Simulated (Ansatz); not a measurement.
WS₂: single-point calculation

System: WS₂ (slab, 6 atoms in the cell).
Method: DFT PBE+D3(BJ), scalar-relativistic, plane waves, PAW, PAW set soft_1, no spin polarisation (Ansatz 0.2.0).

The structure derives from an entry of the Crystallography Open Database.

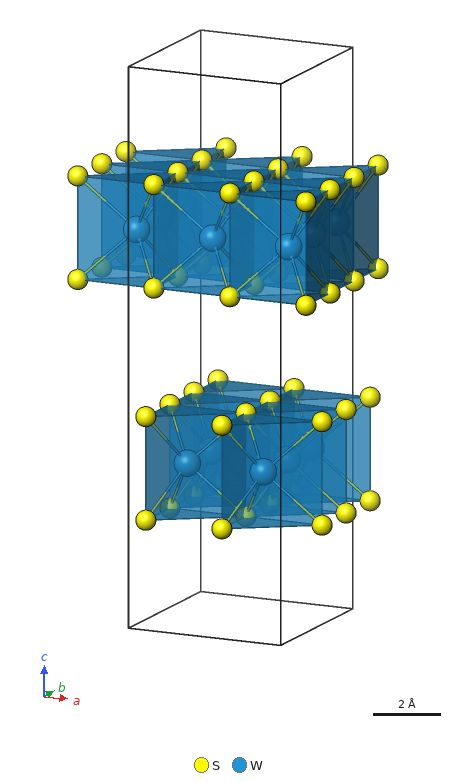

Fig. 1: The input geometry (polyhedral view of the 2 × 3 repeat of the cell, with the vacuum cut short, seen slightly off an axis; polyhedra are completed across the faces of the cell). An atom can appear more than once, as a periodic image.

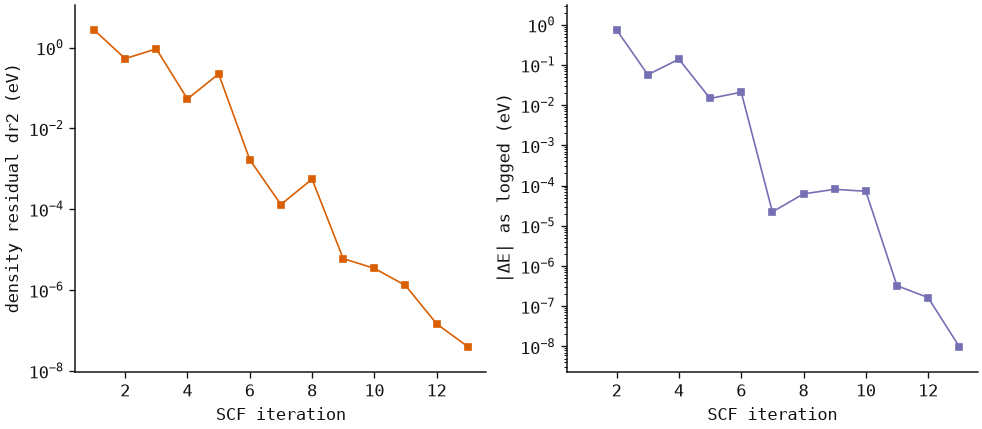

Fig. 2: Convergence of the self-consistent field: density residual dr2 and size of the energy change against the SCF iteration. The residual falls unevenly and jumps up by a factor of two or more 2 times on the way down.

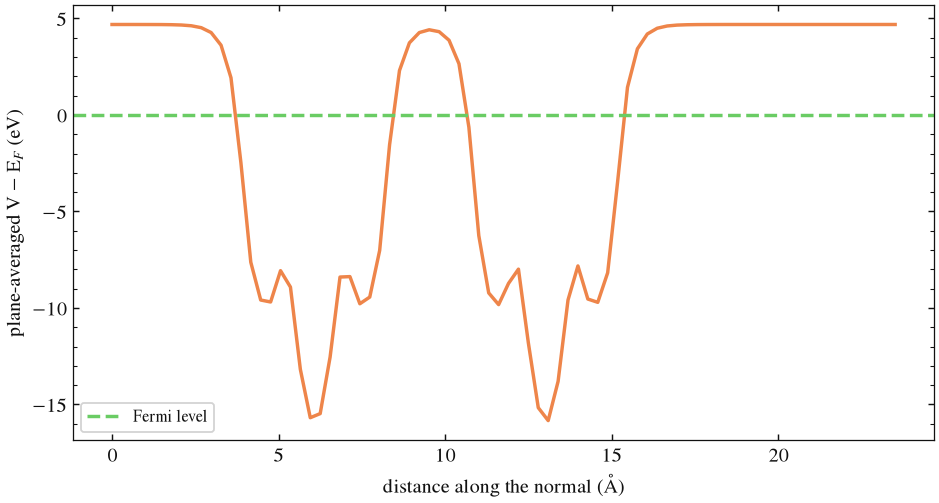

Fig. 3: Plane average of the electrostatic potential energy of an electron across the cell, from the Fermi level. The vacuum level lies 4.69 eV above the Fermi level.

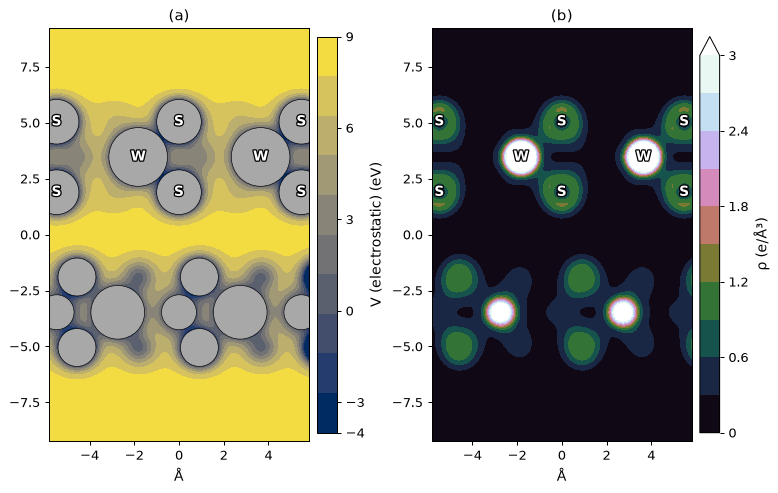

Fig. 4: (a) electrostatic potential energy of an electron; (b) valence electron density on the (110) plane of the calculation cell, a cut from vacuum to vacuum. Grey discs, where drawn, cover atomic cores. W–S (2.41 Å): ρ at the midpoint is about 0.63 e/Å³. The density dies away to nearly zero in the vacuum. The fields are those of the smooth PAW valence density.

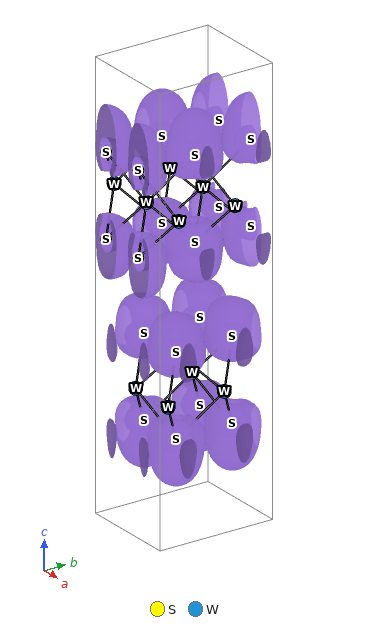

Fig. 5: Isosurface of the ELF at 0.75 (purple), seen slightly off an axis. Only the valence region is drawn (cores and ρ < 0.01 e/Å³ removed). Sticks mark near contacts. Along the contacts the grid gives the following. W–S (2.41 Å): the ELF is about 0.50 at the midpoint.

The input and output of the run follow.

Input
```yaml
crystal:
  lattice:
    - [3.1595457497, 0.0, 0.0]
    - [-1.5797728749, 2.7362468836, 0.0]
    - [0.0, 0.0, 23.8042575719]
  atoms:
    - { symbol: S, position: [0.3333333333, 0.6666666667, 0.1890418126] }
    - { symbol: W, position: [0.6666666667, 0.3333333333, 0.2552511581] }
    - { symbol: S, position: [0.3333333333, 0.6666666667, 0.3214605103] }
    - { symbol: S, position: [0.3333333333, 1.0, 0.4806757258] }
    - { symbol: W, position: [0.0, 1.3333333333, 0.5468850713] }
    - { symbol: S, position: [0.3333333333, 1.0, 0.6130944235] }
basis:
  ecutwfc: 420
kpoints:
  mp_grid: { grid: [9, 9, 1] }
hamiltonian:
  xc: pbe
  pseudopotentials: { kind: paw, azcp: { folder: soft_1 } }
  dispersion: d3bj
scf:
  occupations: { method: gaussian, width: 0.05 }
output:
  forces: true
  eigenvalues: true
  write_density: true
  write_potential: true
  elf: true
  volumetric_format: npy
efield:
  axis: 3
  dipole_correction: true
  ramp_width: 0.04
```

Run as:
```bash
ansatz run input.yaml --threads 1 --pin off --max-ram 3072MiB --backend cpu --events-out ev --progress --plain --runs-dir out
```

The program's output
```
Engine: ansatz 0.2.0, aarch64-unknown-linux-gnu
Pseudopotentials: kind: paw
Pseudopotential: S, paw, valence charge 6, recommended cutoff 420 eV (normal), [file]
Pseudopotential: W, paw, valence charge 14, recommended cutoff 420 eV (normal), [file]
Functional definition: PBE
  parameter kappa = 0.804
  parameter beta = 0.06672455060314922
  exchange = pbe_x(kappa = kappa, mu = beta*pi^2/3)
  correlation = pbe_c(beta = beta)
Crystal: 6 atoms, lattice volume = 205.795 Å³
Basis set: ecut = 420 eV, 3979 PW (Γ), exchange–correlation on 48×48×320 points (8 copies of the dense FFT grid, shifted against one another)
Bands: 32, of which v1, the nominal top of the filled ones, is band 26 counted from 1 (25 counted from 0)
Symmetry: 1 space group operations
k-points: 41 of 81 (time reversal used)
Non-local potential: S, projectors of the file, l = 0: 2, l = 1: 2, l = 2: 1
Non-local potential: W, projectors of the file, l = 0: 3, l = 1: 2, l = 2: 2, l = 3: 1
PAW form: soft (Blöchl's): semilocal exchange-correlation on the pseudo side does not see the compensation charge
PAW one-centre angular grid: S, 110 points (default); XC on 64 Gauss nodes
PAW one-centre angular grid: W, 590 points (default); XC on 64 Gauss nodes
Initial density: superposition of atomic densities (neutral atoms: chi_scale 0, normalization atom)
Initial wavefunctions: pseudopotential atomic-orbital guess
Functional: x = pbe(κ = 0.804, μ = 0.2195149727645171), c = pbe(β = 0.06672455060314922)
SCF iter   1: F=—  HF=-24387.939608 eV  |F-HF|=—  |Δ(HF+E_count)|=         —  Δρ=3.41e-2  dr2=2.73e0  ethr=3.10e-3  p=0.000 e·Å  D=4.15e-7 V/Å  ΔV_dip=-0.00 eV  dr2_dipole=1.47e-7  V_vac-E_F(+/−)=5.71/5.71 eV  ⟨swp⟩=9.6  Hψ=7822  notcnv=0
efield: sawtooth ramp at fractional position 0.8811 (placed from the atoms, in the widest stretch of the axis that holds none; the zero of the levels goes with the place), width 0.0400; the density the first Hamiltonian is built on has a dipole p = 0.000 e·Å; the dipole correction subtracts the counter field D = 4.15e-7 V/Å, which shifts the + side's vacuum level by -0.00 eV against the − side's; the planar-averaged density in the ramp window peaks in size at 6.6e-7 e/Å³
preconditioner: auto → none  [insulator: Δε(μ)=1.739 eV  Ē_g=8.719 eV  σ=0.050 eV  W_gap=1.00  n_scr=16 (ndim 8)  ℏωp=15.5 eV  f_vac=0.437  D(μ)=0.00/eV (n_scr^D=0)  ε∞_Penn≈4.2]
SCF iter   2: F=—  HF=-24387.195920 eV  |F-HF|=—  |Δ(HF+E_count)|=   7.44e-1  Δρ=1.50e-2  dr2=5.32e-1  ethr=3.10e-3  p=-0.000 e·Å  D=-2.54e-4 V/Å  ΔV_dip=0.01 eV  dr2_dipole=3.16e-6  V_vac-E_F(+/−)=4.96/4.95 eV  ⟨swp⟩=3.9  Hψ=3612  notcnv=0  defer=70
SCF iter   3: F=—  HF=-24387.253078 eV  |F-HF|=—  |Δ(HF+E_count)|=   5.72e-2  Δρ=1.25e-2  dr2=9.24e-1  ethr=1.02e-3  p=0.001 e·Å  D=7.65e-4 V/Å  ΔV_dip=-0.02 eV  dr2_dipole=4.26e-5  V_vac-E_F(+/−)=4.29/4.31 eV  ⟨swp⟩=3.7  Hψ=2780  notcnv=0  defer=71
SCF iter   4: F=—  HF=-24387.114212 eV  |F-HF|=—  |Δ(HF+E_count)|=   1.39e-1  Δρ=5.56e-3  dr2=5.31e-2  ethr=1.02e-3  p=-0.001 e·Å  D=-9.02e-4 V/Å  ΔV_dip=0.02 eV  dr2_dipole=4.76e-5  V_vac-E_F(+/−)=4.76/4.74 eV  ⟨swp⟩=3.3  Hψ=2425  notcnv=0  defer=70
SCF iter   5: F=—  HF=-24387.128876 eV  |F-HF|=—  |Δ(HF+E_count)|=   1.47e-2  Δρ=2.93e-3  dr2=2.23e-1  ethr=1.02e-4  p=0.005 e·Å  D=4.76e-3 V/Å  ΔV_dip=-0.11 eV  dr2_dipole=1.44e-3  V_vac-E_F(+/−)=4.89/5.01 eV  ⟨swp⟩=5.0  Hψ=3031  notcnv=0  defer=67
SCF iter   6: F=—  HF=-24387.107886 eV  |F-HF|=—  |Δ(HF+E_count)|=   2.10e-2  Δρ=5.11e-4  dr2=1.68e-3  ethr=1.02e-4  p=0.000 e·Å  D=3.16e-4 V/Å  ΔV_dip=-0.01 eV  dr2_dipole=5.23e-6  V_vac-E_F(+/−)=4.71/4.71 eV  ⟨swp⟩=3.7  Hψ=2068  notcnv=0  defer=68
SCF iter   7: F=—  HF=-24387.107908 eV  |F-HF|=—  |Δ(HF+E_count)|=   2.22e-5  Δρ=1.31e-4  dr2=1.30e-4  ethr=3.23e-6  p=0.001 e·Å  D=9.51e-4 V/Å  ΔV_dip=-0.02 eV  dr2_dipole=3.68e-5  V_vac-E_F(+/−)=4.67/4.69 eV  ⟨swp⟩=2.6  Hψ=2365  notcnv=0  defer=68
SCF iter   8: F=—  HF=-24387.107970 eV  |F-HF|=—  |Δ(HF+E_count)|=   6.22e-5  Δρ=1.79e-4  dr2=5.54e-4  ethr=2.50e-7  p=-0.002 e·Å  D=-2.10e-3 V/Å  ΔV_dip=0.05 eV  dr2_dipole=3.02e-4  V_vac-E_F(+/−)=4.71/4.66 eV  ⟨swp⟩=3.1  Hψ=2532  notcnv=0  defer=68
SCF iter   9: F=—  HF=-24387.107889 eV  |F-HF|=—  |Δ(HF+E_count)|=   8.08e-5  Δρ=3.90e-5  dr2=5.96e-6  ethr=2.50e-7  p=-0.000 e·Å  D=-7.57e-5 V/Å  ΔV_dip=0.00 eV  dr2_dipole=4.84e-7  V_vac-E_F(+/−)=4.68/4.68 eV  ⟨swp⟩=2.0  Hψ=1817  notcnv=0  defer=68
SCF iter  10: F=—  HF=-24387.107817 eV  |F-HF|=—  |Δ(HF+E_count)|=   7.22e-5  Δρ=2.30e-5  dr2=3.43e-6  ethr=1.15e-8  p=0.000 e·Å  D=6.63e-6 V/Å  ΔV_dip=-0.00 eV  dr2_dipole=9.93e-9  V_vac-E_F(+/−)=4.69/4.69 eV  ⟨swp⟩=3.2  Hψ=2751  notcnv=0  defer=68
SCF iter  11: F=—  HF=-24387.107817 eV  |F-HF|=—  |Δ(HF+E_count)|=   3.24e-7  Δρ=1.40e-5  dr2=1.29e-6  ethr=6.59e-9  p=0.000 e·Å  D=4.79e-6 V/Å  ΔV_dip=-0.00 eV  dr2_dipole=1.41e-10  V_vac-E_F(+/−)=4.69/4.69 eV  ⟨swp⟩=2.0  Hψ=1802  notcnv=0  defer=68
SCF iter  12: F=—  HF=-24387.107817 eV  |F-HF|=—  |Δ(HF+E_count)|=   1.64e-7  Δρ=5.70e-6  dr2=1.45e-7  ethr=2.49e-9  p=-0.000 e·Å  D=-2.03e-6 V/Å  ΔV_dip=0.00 eV  dr2_dipole=6.83e-13  V_vac-E_F(+/−)=4.69/4.69 eV  ⟨swp⟩=2.0  Hψ=1535  notcnv=0  defer=68
SCF iter  13: F=-24387.107817 eV  HF=-24387.107817 eV  |F-HF|=3.48e-8  |Δ(HF+E_count)|=   9.88e-9  Δρ=2.67e-6  dr2=3.95e-8  ethr=1.92e-10  p=-0.000 e·Å  D=-1.63e-6 V/Å  ΔV_dip=0.00 eV  dr2_dipole=5.48e-11  V_vac-E_F(+/−)=4.69/4.69 eV  ⟨swp⟩=20.5  Hψ=11941  notcnv=0
SCF 1 converged in 13 iterations: F = -24387.107817 eV  dr2 = 3.95e-8
  greatest PAW one-centre occupation: 0.999 electrons in one spin orbital (limit 2), on the W atom at site 4 (counted from 0), in its partial waves of l = 0
WARN: The input density's exchange-correlation potential varies sharply where the density is thin. Do not read a vacuum level from v_tot or v_xc, or from such a field of the output density. On a cell that repeats whose density bears no net charge and no dipole along the vacuum's axis use v_es (v_loc + v_h of the components); under efield.dipole_correction with no amplitude use v_es + v_field, which holds any external_charges[].barrier, or the levels of the report's work_function block, which leave it out; under a non-zero efield.amplitude the vacuum is tilted and has no level; on a cell that repeats and bears such a dipole with no correction it is tilted too, and efield.dipole_correction with no amplitude gives each side of its ramp a level where efield: is served; in a cell that repeats whose density bears a net charge (total_charge, or a fill off its count) it is curved and has none; of a slab under crystal.periodic whose density bears no net charge use v_es, which has a level on each side, short of where the two are joined; of another it falls or rises all the way out and has none; of a slab beside external_charges read slab_vacuum_level instead, which it has where they leave it neutral. The grid or the basis barely resolves most such structure, and the values can differ between equally converged runs; as a rule a tighter scf.convergence.dr2_threshold does not remove it. Where the density itself ripples (under the LDA too) a higher basis.ecutwfc lessens it. The files hold the spikes' plane waves up to the density's cutoff. Files: v_tot and the like, and their columns of v_z.tsv (output.write_potential); v_xc and the like, and their columns of v_comp_z.tsv (output.write_potential_components); where files of the output density stand in their place, no point of their own thin density is over the threshold below, and this is of outcome.potential() and, of a run that writes arrays (npy), the arrays of these names. Measured: with its Gaussian average of σ = 0.25 Å subtracted twice, the exchange-correlation potential is over 0.1 eV at 1 of the grid points where the equally averaged density (valence and model cores) is under 1e-3 e/Å³, and 0.103 eV at the most among them, at an averaged density of 6.0e-8 e/Å³. See output.write_potential in the manual, Limitations
SCF converged after 13 iterations
Free energy (F): -24387.107817 eV
Harris-Foulkes:  -24387.107817 eV  (|F-HF|=3.48e-8)
Internal energy: -24387.107817 eV  (E = F + TS)
E sigma→0 (E₀):  -24387.107817 eV
Fermi energy:    3.967318 eV
Dipole field:    D = 0.000008 V/Å  (p = 0.000009 e·Å, saw-weighted, corrected)
Work function:   Φ+ = 4.6856 eV   Φ− = 4.6858 eV
Levels:          The Fermi level and band energies are counted from a zero that moves with the ramp; work functions are not
--- Per-component energies (eV) ---
  E_band       = -794.328085
  E_kinetic    = 1268.456533
  E_local      = -28588.932011  (includes V_loc(G=0)·N_el)
  E_nonlocal   = 87.600304
  E_hartree    = 13797.901841
  E_xc         = -891.833049
  E_vxc        = -794.744730  (∫ρ·V_xc dr)
  E_paw        = -19589.381976  (= ΣΔE_a)
  E_vpaw       = -362.500423  (= ΣTr[D̂ρ^β])
  E_aug_tail   = 0.000309  (compensation charges beyond the density's cutoff)
  E_efield     = 0.000000  (sawtooth field / dipole correction)
  E_vefield    = 0.000000  (∫n·V_field dr)
  E_ewald      = 9531.140773
  E_disp       = -2.060541  (pairwise vdW)
  E_smearing   = -0.000000  (= −TS)
  E_closure    = 0.000000  (closes the sum)
  Σ components = -24387.107817   (vs F -24387.107817, Δ=0.00e0)
--- Forces (eV/Å), atoms counted from 1 ---
  atom   1  S      0.00025461     0.00037716     0.00603983
  atom   2  W      0.00048102    -0.00369632     0.03918437
  atom   3  S      0.00209869    -0.00621500     0.06033199
  atom   4  S     -0.00209869     0.00621494    -0.06030953
  atom   5  W     -0.00048100     0.00369633    -0.03918372
  atom   6  S     -0.00025462    -0.00037723    -0.00607042
  max |Σ_I F_I| component: 7.49e-6 eV/Å
--- Band table (eV; the first three rows and the last of 41) ---
  k-point 0: bands = ["-70.9863", "-70.9862", "-35.2526", "-35.2525", "-35.0741", "-35.0741", "-35.0741", "-35.0741", "-11.8796", "-11.8558", "-10.2560", "-10.2073", "-3.5503", "-3.3761", "0.1509", "0.1509", "0.1521", "0.1522", "0.5122", "1.0205", "1.3971", "1.3972", "1.3998", "1.3999", "2.6932", "3.0494", "5.9006", "5.9007", "5.9100", "5.9100", "6.0306", "6.0307"]
  k-point 1: bands = ["-70.9841", "-70.9841", "-35.2448", "-35.2447", "-35.1172", "-35.1172", "-35.0841", "-35.0841", "-11.6727", "-11.6488", "-10.1774", "-10.1314", "-3.3044", "-3.1300", "-0.3634", "-0.3605", "0.0538", "0.3256", "0.3527", "0.3538", "1.0858", "1.0876", "1.4908", "1.6984", "2.6288", "2.8902", "5.5218", "5.6521", "5.7584", "5.8171", "5.8593", "5.8681"]
  k-point 2: bands = ["-70.9786", "-70.9785", "-35.2251", "-35.2250", "-35.2248", "-35.2247", "-35.1093", "-35.1093", "-11.1077", "-11.0844", "-9.9642", "-9.9258", "-2.7336", "-2.5731", "-1.3487", "-1.3442", "-0.7745", "-0.6371", "0.4608", "0.4636", "0.8650", "0.8675", "1.2408", "1.5005", "2.1905", "2.2908", "5.0820", "5.3791", "5.5790", "5.5904", "5.9649", "6.1377"]
  k-point 40: bands = ["-70.9692", "-70.9691", "-35.3839", "-35.3839", "-35.1911", "-35.1910", "-35.1729", "-35.1728", "-9.9322", "-9.9107", "-9.5317", "-9.5056", "-3.0842", "-3.0630", "-2.0504", "-2.0199", "-1.4670", "-1.3462", "-0.5326", "-0.4722", "0.7343", "0.7534", "0.9312", "1.0919", "2.1448", "2.1763", "5.4044", "5.5798", "6.1204", "6.1474", "6.6411", "6.8255"]
```

Summary

```tsv
quantity	value
outcome	converged
electrons treated	52
free energy	−24387.1078 eV
work function, top face	4.69 eV
work function, bottom face	4.69 eV
Fermi energy	3.967 eV
gap on the k-point mesh	1.84 eV
work function (upper face)	4.69 eV
largest force (length of the vector)	0.061 eV/Å
hardware	1 thread of Arm Neoverse N1, 24 GiB of memory available, shared host
wall time	66 s
peak memory	0.48 GiB
```

Remarks

Warnings of the run: the exchange-correlation potential is rough where the density is thin. Spin–orbit coupling is left out, which matters for W.
